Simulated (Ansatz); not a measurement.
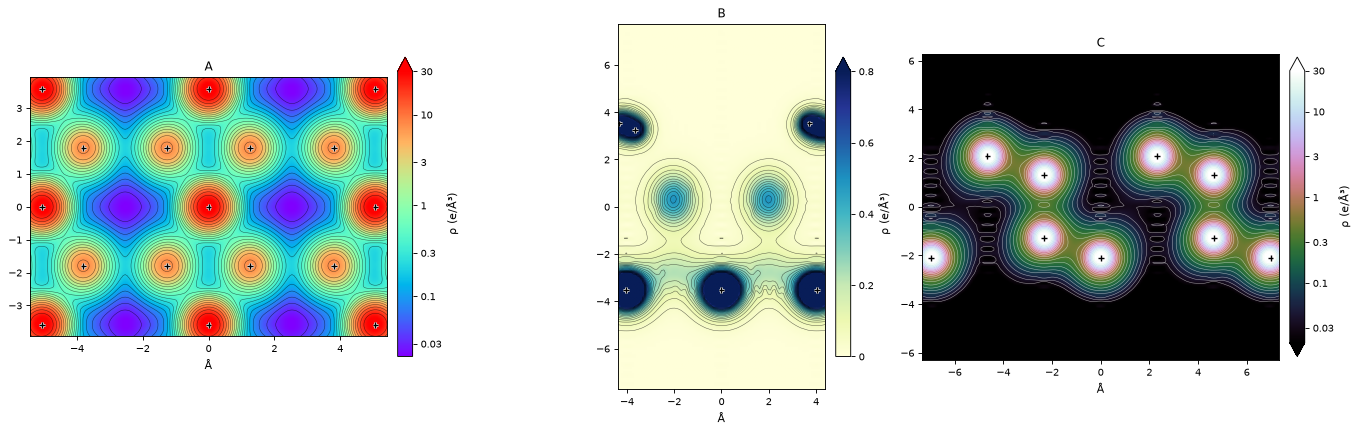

The valence electron density of 3 systems, each on a plane through atoms (crosses mark nuclei in the plane).

Computed with Ansatz 0.2.0, DFT PBE+D3(BJ), scalar-relativistic, plane waves, PAW.

System 1: Ge$_{4}$H (slab), the (100) plane of the calculation cell, a cut from vacuum to vacuum. 

```
CELL_PARAMETERS angstrom
8.06015 0.00000 0.00000
-4.03007 6.98029 0.00000
0.00000 0.00000 22.11358
ATOMIC_POSITIONS crystal
Ge 0.66667 0.33333 0.36177
Ge 0.66667 0.83333 0.36177
Ge 0.16667 0.33333 0.36177
Ge 0.16667 0.83333 0.36177
Ge 0.50000 0.50000 0.39897
Ge 0.50000 0.00000 0.39897
Ge 0.00000 0.50000 0.39897
Ge 0.00000 0.00000 0.39897
Ge 0.99828 0.49628 0.51664
Ge 0.99816 0.99594 0.51640
Ge 0.49817 0.49603 0.51639
Ge 0.49792 0.99626 0.51659
Ge 0.83129 0.66288 0.55184
Ge 0.83156 0.16267 0.55165
Ge 0.33188 0.66288 0.55180
Ge 0.33130 0.16310 0.55190
H 0.70135 0.38844 0.67204
H 0.62336 0.28576 0.67581
H 0.18655 0.89061 0.66845
H 0.16965 0.79600 0.68048
```

System 2: HfO$_{2}$, the (101) plane of the conventional cell. Space group Fm-3m.

System 3: Ge (slab), the (110) plane of the calculation cell, a cut from vacuum to vacuum. 

```cif
data_structure
_symmetry_space_group_name_H-M 'P 1'
_symmetry_Int_Tables_number 1
_cell_length_a 8.0601
_cell_length_b 8.0601
_cell_length_c 20.1132
_cell_angle_alpha 90.000
_cell_angle_beta 90.000
_cell_angle_gamma 120.000
_cell_volume 1131.61
loop_
_atom_site_label
_atom_site_type_symbol
_atom_site_fract_x
_atom_site_fract_y
_atom_site_fract_z
_atom_site_occupancy
Ge1 Ge 0.66667 0.33333 0.39775 1
Ge2 Ge 0.66667 0.83333 0.39775 1
Ge3 Ge 0.16667 0.33333 0.39775 1
Ge4 Ge 0.16667 0.83333 0.39775 1
Ge5 Ge 0.50000 0.50000 0.43865 1
Ge6 Ge 0.50000 0.00000 0.43865 1
Ge7 Ge 0.00000 0.50000 0.43865 1
Ge8 Ge 0.00000 0.00000 0.43865 1
Ge9 Ge 0.00000 0.50000 0.56752 1
Ge10 Ge 0.00000 0.00000 0.56752 1
Ge11 Ge 0.50000 0.50000 0.56752 1
Ge12 Ge 0.50000 0.00000 0.56752 1
Ge13 Ge 0.83333 0.66667 0.60625 1
Ge14 Ge 0.83333 0.16667 0.60625 1
Ge15 Ge 0.33333 0.66667 0.60625 1
Ge16 Ge 0.33333 0.16667 0.60625 1
```

Question: Match each panel to its system.

Answer: Panel A is system 2, HfO$_{2}$: the plane holds Hf and O. Hf–O (2.20 Å): ρ at the midpoint is about 0.57 e/Å³. Panel B is system 1, Ge$_{4}$H: the plane holds Ge and H. H–H (0.75 Å): the density is about 1.8 e/Å³ at the midpoint. Panel C is system 3, Ge: the plane holds Ge. Ge–Ge (2.47 Å): ρ at the midpoint is about 0.48 e/Å³.
